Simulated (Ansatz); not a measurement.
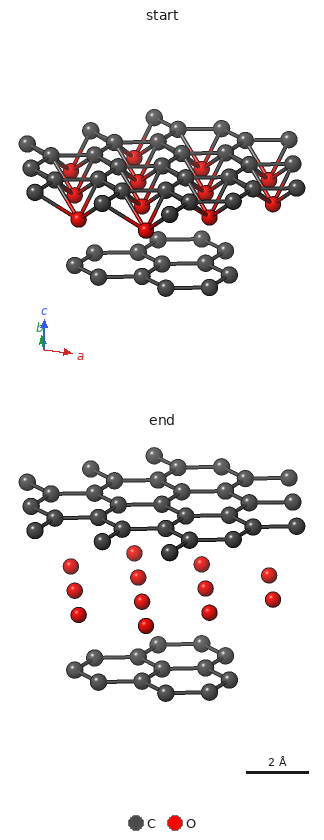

The structure of a slab of composition C₈O (cut from the P6_3/mmc phase) before (top) and after (bottom) a constrained relaxation, at one scale.

Style: ball-and-stick. Shown: the atoms within 5.0 Å of the atom that moves most (axes of the 3 × 3 repeat of the cell, outlined in the plane, without the vacuum), from a free direction.

Case: O put at a hollow C-C site. The slab is the (0 0 1) face of C with O on it. 4 atoms are held fixed.

All numbers below come from DFT PBE+D3(BJ), scalar-relativistic, plane waves, PAW (Ansatz). Settings: plane-wave cutoff 420 eV; k-point mesh 12 × 12 × 1; occupations gaussian; smearing width 0.1 eV; no spin polarisation; dipole correction; atoms relaxed in a fixed cell; force threshold 0.03 eV/Å; at most 70 steps.

Describe what moved and what it gained.

Over 14 accepted moves (16 points after the start) the energy falls by 5.080 eV per cell of the calculation. The largest force component goes from 13 to 0.018 eV/Å. The line search rejected the trial steps at points 9, 15 of the run. The largest moves, 2.30 Å, are those of C atoms. By element the largest moves are C 2.30 Å, O 0.33 Å. The lattice vectors keep their values. Near-neighbour distances that change, for instance: C–O 1.717 → 3.253 Å. Bonds break, among them: C–O (1.72 → 3.25 Å).

Limits of the set-up: the periodic images lie only 2.5 Å apart, so the values are limited by the cell's size.
